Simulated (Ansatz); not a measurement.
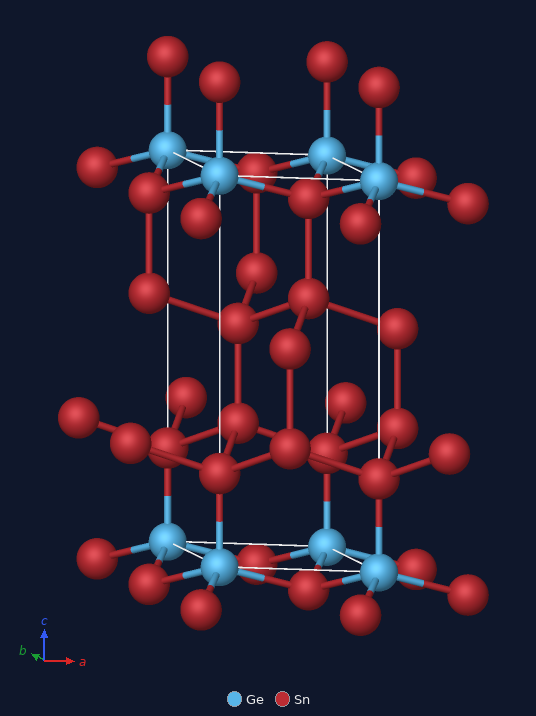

An orthographic ball-and-stick view of the structure, slightly off an axis. The conventional unit cell is drawn as a box. Every bond is drawn to its end, so some atoms lie outside the box.

Sn$_{5}$Ge, space group P3m1 (No. 156), a = 4.552 Å, b = 4.552 Å, c = 11.108 Å, α = 90.00°, β = 90.00°, γ = 120.00°. Origin of the cell: a structure type filled with these elements by a generator (whether the compound takes this form wasn't checked). Earlier steps of the study may have refined or changed the cell and positions. It went into a calculation with Ansatz.

This one geometry was computed with Ansatz (DFT, plane waves, PAW) at four levels of theory: PBE, HSE06, PBE with spin-orbit coupling and r2SCAN. It was relaxed beforehand with r2SCAN.

> Which level gives the highest pressure at this volume, and what does that say about its equilibrium volume?

Highest: PBE (1.7 GPa) and PBE with spin-orbit coupling (1.7 GPa), which points to the largest equilibrium volume. Lowest, with the smallest volume: HSE06 (-0.2 GPa) and r2SCAN (0.0 GPa). Levels within 0.5 GPa of each other can't be told apart.

> How does the band gap change with the level of theory?

All levels give a metal.

> Collect the results in a table.

| level | cutoff (eV) | k-mesh of the run's cell | gap (eV) | pressure (GPa) |
| --- | --- | --- | --- | --- |
| PBE | 420 | 6×6×2 | metal | 1.7 |
| HSE06 | 420 | 6×6×2 | metal | -0.2 |
| PBE with spin-orbit coupling | 420 | 6×6×2 | metal | 1.7 |
| r2SCAN | 500 | 6×6×2 | metal | 0.0 |

Gaps are taken on the k-mesh or band path of each run.
